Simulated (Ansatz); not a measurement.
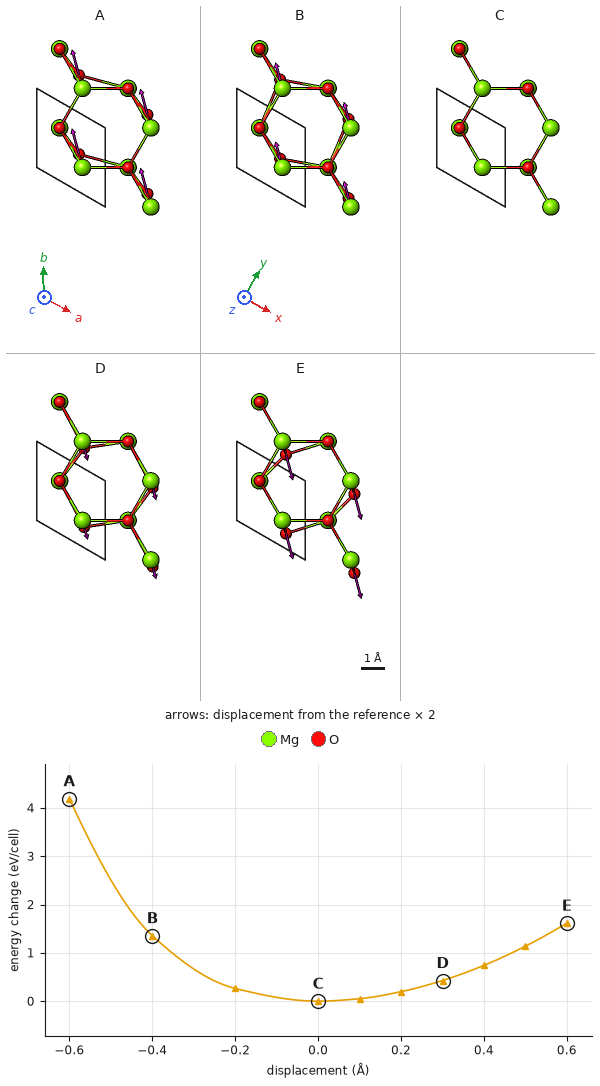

A scan of solid MgO (P6_3/mmc): an O atom (one in each cell of 4 atoms) is moved along Cartesian [1 -1 0], all else fixed. The lettered frames are marked on the plot. The picture is a ball-and-stick view of the cell of the calculation, repeated 2 × 2 × 2 with one cell outlined, seen along the c axis. Purple arrows: displacements from the reference.

All numbers below come from DFT r2SCAN, scalar-relativistic, plane waves, PAW in Ansatz. Set-up: plane-wave cutoff 500 eV; k-point mesh 6 × 6 × 6; occupations gaussian; smearing width 0.05 eV; no spin polarisation. Energies (free energies at the smearing named) are counted from the relaxed crystal.

Describe the profile.

Answer. Of the computed points the lowest is at the displacement 0.00 Å, 0.00 eV/cell. The end points stand at 4.19 eV/cell (−0.60 Å) and 1.62 eV/cell (0.60 Å). The curvature at zero is about 12 eV/Å². The well is lopsided: at ±0.60 Å the energy is 2.6 times higher on the negative side. At the highest point the shortest interatomic distance is 1.44 Å, against 2.01 Å in the reference. The distortion takes the space group from P6_3/mmc to Pm.
